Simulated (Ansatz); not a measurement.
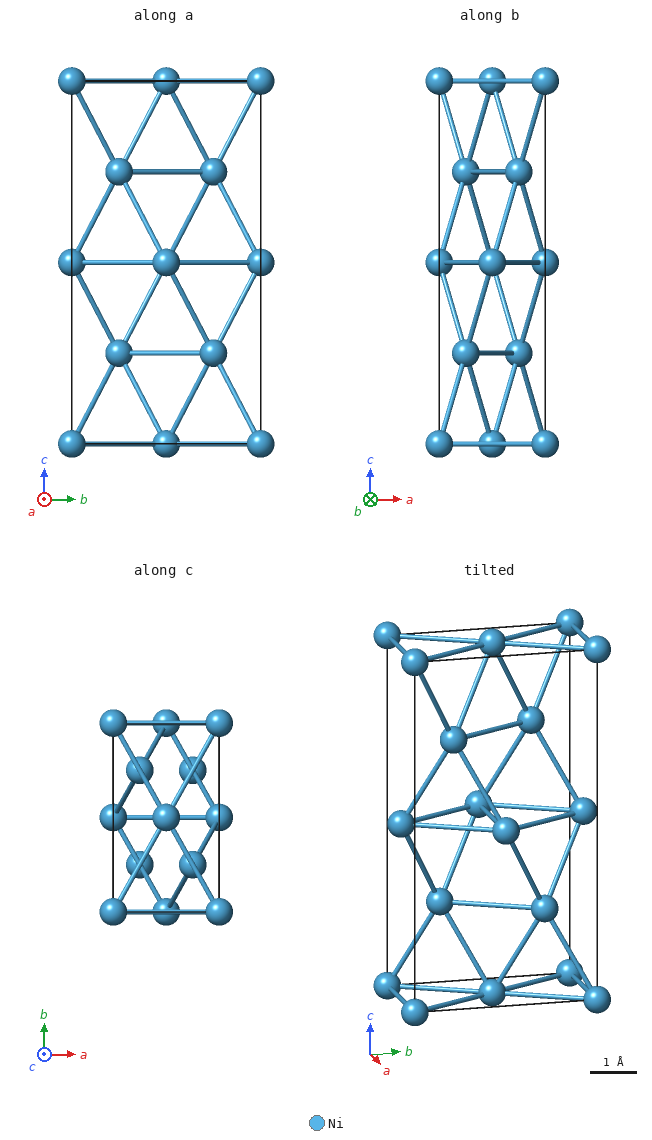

Structure drawing (ball-and-stick), viewed along the a axis, along the b axis, along the c axis and slightly off an axis. The frame is the conventional unit cell; atoms at its boundary are shown with their periodic copies.

Lattice parameters: a = 2.336 Å, b = 4.164 Å, c = 8.006 Å, α = 90.00°, β = 90.00°, γ = 90.00°.

Question: From the views, write a table of Wyckoff sites.

Answer: Space group Fddd:1 (No. 70).
```csv
atom,site,x,y,z
Ni,8a,0.0000,0.5000,0.5000
```

The model was built from a structure type filled with this element by a generator (whether the element takes this form wasn't checked). Earlier steps of the study may have refined or changed the cell and positions. A calculation with Ansatz used it as input.

At this level of theory the cell isn't at rest (compressed, at 11 GPa), so its distances can differ from those at equilibrium, the more so the softer the solid.
